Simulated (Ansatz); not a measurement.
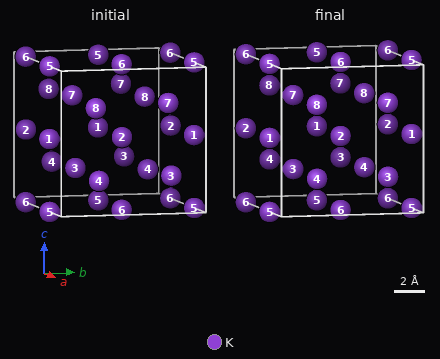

The structure of solid K (set up in Cmce) before (left) and after (right) a relaxation, at one scale.

Style: ball-and-stick. Shown: the conventional cell (2 times the calculation's cell), slightly off an axis. Lengths and directions refer to the drawn axes.

Level of theory: DFT r2SCAN, scalar-relativistic, plane waves, PAW in Ansatz. (plane-wave cutoff 500 eV; k-point mesh 6 × 6 × 4; occupations gaussian; smearing width 0.1 eV; no spin polarisation; cell and atoms relaxed; force threshold 0.005 eV/Å; at most 80 steps)

Summarise the run.

Answer. The largest moves relative to the cell, 0.15 Å, are those of K3, K4, K7 and K8. K7 goes along [0 1 −1]. Cell: a 12.570 → 12.620 Å (+0.4 %), b 9.974 → 9.789 Å (−1.9 %), c 9.767 → 9.933 Å (+1.7 %). Volume +0.2 %. The space group (tolerance 0.01 Å) goes from Cmce (No. 64) to Pmma (No. 51). Over 3 accepted moves (4 points after the start) the energy falls by 1.9 meV per atom. The largest force component goes from 0.022 to 0.0012 eV/Å. The pressure goes from 0.01 to 0.00 GPa. At 1 point the geometry stayed and the basis and grid were re-selected for the new cell (energy shift of less than 0.05 meV per atom at most each time).
